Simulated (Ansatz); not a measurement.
**Run report: Au, single-point calculation**

- system: Au (P6₃/mmc, 2 atoms in the cell)
- method: DFT, PBEsol, paw_fr, spin-orbit coupling (Ansatz 0.2.0)

The structure derives from an entry of the Crystallography Open Database.

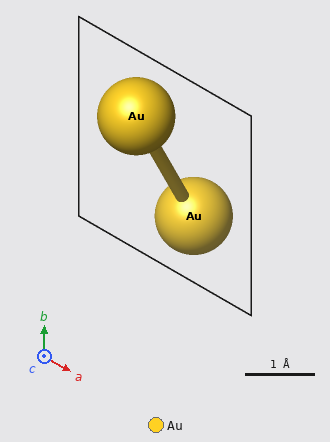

**Figure 1.** The input geometry (ball-and-stick view of the cell of the calculation, along the c axis). An atom can appear more than once, as a periodic image. Near neighbours in the periodic cell (some may lie outside the picture): Au has 12 Au at 2.88 to 2.92 Å.

### Summary

| quantity | value |
| --- | --- |
| outcome | converged |
| space group (tolerance 0.01 Å) | P6₃/mmc (194) |
| electrons treated | 38 |
| free energy | −26087.6860 eV |
| Fermi energy | 20.059 eV |
| gap on the k-point mesh | none (metallic) |
| net moment of the cell | 0.00 μB |
| integrated absolute moment | 0.00 μB |
| pressure | −3.38 GPa |
| largest force (length of the vector) | under 0.001 eV/Å |
| hardware | 4 threads of Intel Xeon (Granite Rapids), 32 GiB of memory available, shared host |
| wall time | 3.7 s (CPU time 13 s) |
| peak memory | 0.61 GiB |

### Remarks

Settings chosen away from the usual ones: hamiltonian.pseudopotentials set to {"kind": "paw_fr"}; magnetization set to {"noncollinear": true, "spin_orbit": true}; basis.xc_grid set to 3; scf.mixing.algorithm set to anderson; scf.mixing.beta set to 0.5.

### The input
```yaml
crystal:
  lattice:
    - [2.9239890447, 0.0, 0.0]
    - [-1.4619945224, 2.5322487931, 0.0]
    - [0.0, 0.0, 4.6616182451]
  atoms:
    - { symbol: Au, position: [0.3333333333, 0.6666666667, 0.75] }
    - { symbol: Au, position: [0.6666666667, 0.3333333333, 0.25] }
basis:
  ecutwfc: 420
  xc_grid: 3
kpoints:
  mp_grid: { grid: [12, 12, 8] }
hamiltonian:
  xc: pbesol
  pseudopotentials: { kind: paw_fr }
scf:
  occupations: { method: gaussian, width: 0.1 }
  mixing: { algorithm: anderson, beta: 0.5 }
output:
  forces: true
  eigenvalues: true
  stress: true
magnetization:
  noncollinear: true
  spin_orbit: true
```

Run as:
```bash
ansatz run input.yaml --threads 4 --pin off --max-ram 10240MiB --backend cpu --events-out ev --progress --plain --runs-dir out
```

### Log
```
Engine: ansatz 0.2.0, x86_64-unknown-linux-gnu
Pseudopotentials: kind: paw_fr
Pseudopotential: Au, paw_fr, valence charge 19, recommended cutoff 420 eV (normal), Au.paw.azcp#standard-fr
Functional definition: PBEsol
  exchange = pbesol_x
  correlation = pbesol_c
non-collinear run that drives no moment, with spin-orbit: no starting moment large enough to seed its density (crystal.atoms[].spin), no starting occupations that ask for one, no magnetisation constraint and no magnetic field, so the semilocal B_xc is pinned to zero
Crystal: 2 atoms, lattice volume = 34.516 Å³
Basis set: ecut = 420 eV, 687 PW (Γ), exchange–correlation on 60×60×96 points (27 copies of the dense FFT grid, shifted against one another)
Bands: 46, of which v1, the nominal top of the filled ones, is band 38 counted from 1 (37 counted from 0)
Symmetry: 24 space group operations + 24 with time reversal
Magnetic group: BNS 194.264 (UNI 1494), of the structure as read, at distance tolerance 3.3e-5 Å
k-points: 95 of 1152
Projection manifold: j_resolved (fully-relativistic pseudo-atomic orbitals)
Non-local potential: Au, projectors of the file, l = 0: 3, l = 1: 4, l = 2: 4, l = 3: 2
PAW form: soft (Blöchl's): semilocal exchange-correlation on the pseudo side does not see the compensation charge
PAW frozen core: Au, regenerated for the run's functional, and the local potential with it (the file was generated under x = pbe(κ = 0.804, μ = 0.2195149727645171), c = pbe(β = 0.06672455060314922))
PAW one-centre angular grid: Au, 590 points (default); XC on 64 Gauss nodes
Initial density: superposition of atomic densities (chi_scale 0.1, normalization cell)
Initial wavefunctions: pseudopotential atomic-orbital guess
Functional: x = pbesol(κ = 0.804, μ = 0.12345679012345678), c = pbesol(β = 0.046)
SCF iter   1: F=—  HF=-26088.379972 eV  |F-HF|=—  |Δ(HF+E_count)|=         —  Δρ=7.54e-2  dr2=2.19e0  dr2_m=0.00e0 (ungated)  ethr=3.10e-3  |M|=0.00e0 ∫|m|=0.00e0 μB  |m|>n=0.0e0 m-floor=0.0e0 τ_xc=0.0e0  β_m=0.50  ⟨swp⟩=7.0  Hψ=9693  notcnv=0  defer=38
preconditioner: auto → Kerker (q_TF=auto, 2.772 Å⁻¹)  [metal: Δε(μ)=0.027 eV  Ē_g=10.443 eV  σ=0.100 eV  W_gap=0.15  n_scr=10 (ndim 8)  ℏωp=29.6 eV  f_vac=0.000  D(μ)=0.97/eV (n_scr^D=2)]
spin=Noncollinear: Kerker preconditioning applied to the charge; magnetization (m_x, m_y, m_z) channels mix plain (no charge-response kernel on spin).
SCF iter   2: F=—  HF=-26087.818009 eV  |F-HF|=—  |Δ(HF+E_count)|=   5.62e-1  Δρ=3.46e-2  dr2=4.45e-1  dr2_m=0.00e0 (ungated)  ethr=3.10e-3  |M|=0.00e0 ∫|m|=0.00e0 μB  |m|>n=0.0e0 m-floor=0.0e0 τ_xc=0.0e0  β_m=0.50  ⟨swp⟩=2.4  Hψ=3722  notcnv=0  defer=270  κ⁻¹=1.0e0(r=1)
SCF iter   3: F=—  HF=-26087.681110 eV  |F-HF|=—  |Δ(HF+E_count)|=   1.37e-1  Δρ=1.06e-2  dr2=1.74e-2  dr2_m=0.00e0 (ungated)  ethr=1.17e-3  |M|=0.00e0 ∫|m|=0.00e0 μB  |m|>n=0.0e0 m-floor=0.0e0 τ_xc=0.0e0  β_m=0.50  ⟨swp⟩=2.0  Hψ=3296  notcnv=0  defer=270  κ⁻¹=1.0e-3(r=2)
SCF iter   4: F=—  HF=-26087.686255 eV  |F-HF|=—  |Δ(HF+E_count)|=   5.15e-3  Δρ=1.82e-3  dr2=8.40e-4  dr2_m=0.00e0 (ungated)  ethr=4.57e-5  |M|=0.00e0 ∫|m|=0.00e0 μB  |m|>n=0.0e0 m-floor=0.0e0 τ_xc=0.0e0  β_m=0.50  ⟨swp⟩=2.0  Hψ=3120  notcnv=0  defer=270  κ⁻¹=3.5e-6(r=3)
SCF iter   5: F=—  HF=-26087.686711 eV  |F-HF|=—  |Δ(HF+E_count)|=   4.56e-4  Δρ=2.38e-3  dr2=2.08e-3  dr2_m=0.00e0 (ungated)  ethr=2.21e-6  |M|=0.00e0 ∫|m|=0.00e0 μB  |m|>n=0.0e0 m-floor=0.0e0 τ_xc=0.0e0  β_m=0.50  ⟨swp⟩=2.0  Hψ=3864  notcnv=0  defer=270  κ⁻¹=3.7e-7(r=4)
SCF iter   6: F=—  HF=-26087.685990 eV  |F-HF|=—  |Δ(HF+E_count)|=   7.22e-4  Δρ=2.82e-4  dr2=1.90e-5  dr2_m=0.00e0 (ungated)  ethr=2.21e-6  |M|=0.00e0 ∫|m|=0.00e0 μB  |m|>n=0.0e0 m-floor=0.0e0 τ_xc=0.0e0  β_m=0.50  ⟨swp⟩=2.0  Hψ=3624  notcnv=0  defer=270  κ⁻¹=3.6e-7(r=5)
SCF iter   7: F=—  HF=-26087.685976 eV  |F-HF|=—  |Δ(HF+E_count)|=   1.39e-5  Δρ=5.95e-5  dr2=7.41e-7  dr2_m=0.00e0 (ungated)  ethr=5.00e-8  |M|=0.00e0 ∫|m|=0.00e0 μB  |m|>n=0.0e0 m-floor=0.0e0 τ_xc=0.0e0  β_m=0.50  ⟨swp⟩=2.0  Hψ=3915  notcnv=0  defer=270  κ⁻¹=7.0e-9(r=6)
SCF iter   8: F=—  HF=-26087.685978 eV  |F-HF|=—  |Δ(HF+E_count)|=   2.27e-6  Δρ=4.57e-5  dr2=5.97e-7  dr2_m=0.00e0 (ungated)  ethr=2.63e-10  |M|=0.00e0 ∫|m|=0.00e0 μB  |m|>n=0.0e0 m-floor=0.0e0 τ_xc=0.0e0  β_m=0.50  ⟨swp⟩=9.7  Hψ=9290  notcnv=0  κ⁻¹=4.9e-9(r=7)
SCF iter   9: F=—  HF=-26087.685979 eV  |F-HF|=—  |Δ(HF+E_count)|=   8.72e-7  Δρ=1.41e-5  dr2=5.48e-8  dr2_m=0.00e0 (ungated)  ethr=2.63e-10  |M|=0.00e0 ∫|m|=0.00e0 μB  |m|>n=0.0e0 m-floor=0.0e0 τ_xc=0.0e0  β_m=0.50  ⟨swp⟩=3.0  Hψ=8840  notcnv=0  κ⁻¹=3.1e-10(r=7)
SCF iter  10: F=-26087.685979 eV  HF=-26087.685979 eV  |F-HF|=1.23e-9  |Δ(HF+E_count)|=   1.58e-7  Δρ=2.97e-6  dr2=2.25e-9  dr2_m=0.00e0 (ungated)  ethr=1.44e-10  |M|=0.00e0 ∫|m|=0.00e0 μB  |m|>n=0.0e0 m-floor=0.0e0 τ_xc=0.0e0  ⟨swp⟩=3.0  Hψ=6186  notcnv=0
SCF 1 converged in 10 iterations: F = -26087.685979 eV  dr2 = 2.25e-9
  greatest PAW one-centre occupation: 1.001 electrons in one spin orbital (limit 2), on the Au atom at site 1 (counted from 0), in its partial waves of l = 0
```

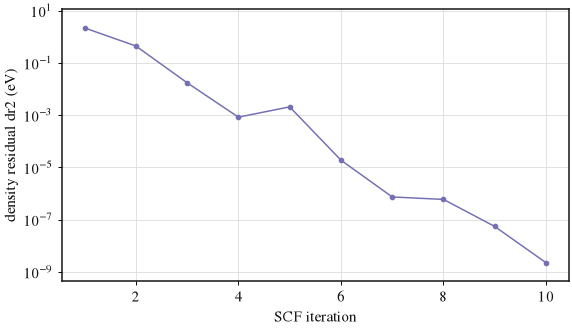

**Figure 2.** Convergence of the self-consistent field: density residual dr2 against the SCF iteration. The residual comes down, with one marked jump up, by a factor of about 2.5, at step 5.

```
SCF converged after 10 iterations
Stability not checked: this state was not tested for a lower state beside it, because the mixer in use, unlike msr1, does not test its closes by its own steps (another_mixer; see scf.mixing.algorithm and scf.lower_state_search)
Magnetization: |M| = 0.0000 μB,  M = (+0.0000, +0.0000, +0.0000) μB
Absolute magnetization: 0.0000 μB (∫|m|)
  site 0: m = (+0.0000, +0.0000, +0.0000) μB, |m| = 0.0000 μB  (R = 1.19 Å)
  site 1: m = (+0.0000, +0.0000, +0.0000) μB, |m| = 0.0000 μB  (R = 1.19 Å)
Free energy (F): -26087.685979 eV
Harris-Foulkes:  -26087.685979 eV  (|F-HF|=1.23e-9)
Internal energy: -26087.680926 eV  (E = F + TS)
E sigma→0 (E₀):  -26087.683453 eV
Entropy (-TS):   -0.005053 eV (-2.527 meV/atom)
Fermi energy:    20.058752 eV
--- Per-component energies (eV) ---
  E_band       = -445.075733
  E_kinetic    = 1208.356003
  E_local      = -3436.100465  (includes V_loc(G=0)·N_el)
  E_nonlocal   = 128.447658
  E_hartree    = 1459.466219
  E_xc         = -453.548449
  E_vxc        = -549.715493  (∫ρ·V_xc dr)
  E_paw        = -19185.779587  (= ΣΔE_a)
  E_vpaw       = -715.002150  (= ΣTr[D̂ρ^β])
  E_aug_tail   = 0.002590  (compensation charges beyond the density's cutoff)
  E_ewald      = -5809.154834
  E_core_change = 0.629938  (= ΣΔE_core)
  E_smearing   = -0.005053  (= −TS)
  E_closure    = 0.000000  (closes the sum)
  Σ components = -26087.685979   (vs F -26087.685979, Δ=0.00e0)
--- Forces (eV/Å), atoms counted from 1 ---
  atom   1  Au     0.00000000    -0.00000000     0.00000000
  atom   2  Au    -0.00000000     0.00000000     0.00000000
  max |Σ_I F_I| component: 2.31e-18 eV/Å
--- Stress (GPa, compression-positive) ---
       -4.262175      -0.000000       0.000000
       -0.000000      -4.262175       0.000000
        0.000000       0.000000      -1.604641
  P = ⅓ Tr σ = -3.3763 GPa (-33.763 kbar)
--- Band table (eV; the first three rows and the last of 95) ---
  k-point 0: bands = ["-85.1648", "-85.1648", "-85.1522", "-85.1522", "-48.9271", "-48.9271", "-48.8813", "-48.8813", "-32.4236", "-32.4236", "-32.2500", "-32.2500", "-32.2053", "-32.2053", "-32.2012", "-32.2012", "10.3243", "10.3243", "12.8555", "12.8555", "14.8698", "14.8698", "15.0025", "15.0025", "15.0838", "15.0838", "16.1912", "16.1912", "16.5901", "16.5901", "16.5911", "16.5911", "16.9020", "16.9020", "17.5757", "17.5757", "18.4315", "18.4315", "19.1858", "19.1858", "23.4556", "23.4556", "34.3125", "34.3125", "36.5091", "36.5091"]
  k-point 1: bands = ["-85.1643", "-85.1643", "-85.1527", "-85.1527", "-48.9254", "-48.9254", "-48.8830", "-48.8830", "-32.4154", "-32.4154", "-32.2481", "-32.2481", "-32.2137", "-32.2137", "-32.2030", "-32.2030", "10.4652", "10.4652", "12.8629", "12.8629", "14.8450", "14.8450", "14.9756", "14.9756", "15.0667", "15.0667", "16.1280", "16.1280", "16.4812", "16.4812", "16.7141", "16.7141", "16.9856", "16.9856", "17.5321", "17.5321", "18.4020", "18.4020", "18.4845", "18.4845", "24.4943", "24.4943", "34.0992", "34.0992", "36.3153", "36.3153"]
  k-point 2: bands = ["-85.1630", "-85.1630", "-85.1541", "-85.1541", "-48.9204", "-48.9204", "-48.8880", "-48.8880", "-32.3921", "-32.3921", "-32.2428", "-32.2428", "-32.2377", "-32.2377", "-32.2083", "-32.2083", "10.8733", "10.8733", "12.8470", "12.8470", "14.8051", "14.8051", "14.9180", "14.9180", "15.0075", "15.0075", "16.0308", "16.0308", "16.1830", "16.1830", "16.8730", "16.8730", "16.9814", "16.9814", "17.2126", "17.2126", "17.8925", "17.8925", "18.3026", "18.3026", "26.6209", "26.6209", "33.7620", "33.7620", "35.6081", "35.6081"]
  k-point 94: bands = ["-85.1512", "-85.1512", "-85.1512", "-85.1512", "-48.9320", "-48.9320", "-48.9318", "-48.9318", "-32.4259", "-32.4259", "-32.3633", "-32.3633", "-32.3431", "-32.3431", "-32.2808", "-32.2808", "13.8312", "13.8312", "14.0853", "14.0853", "14.4591", "14.4591", "14.6992", "14.6992", "15.3540", "15.3540", "15.9180", "15.9180", "16.1430", "16.1430", "17.0738", "17.0738", "17.9413", "17.9413", "18.1624", "18.1624", "24.1213", "24.1213", "24.1990", "24.1990", "24.3636", "24.3636", "24.4431", "24.4431", "26.2038", "26.2038"]
```
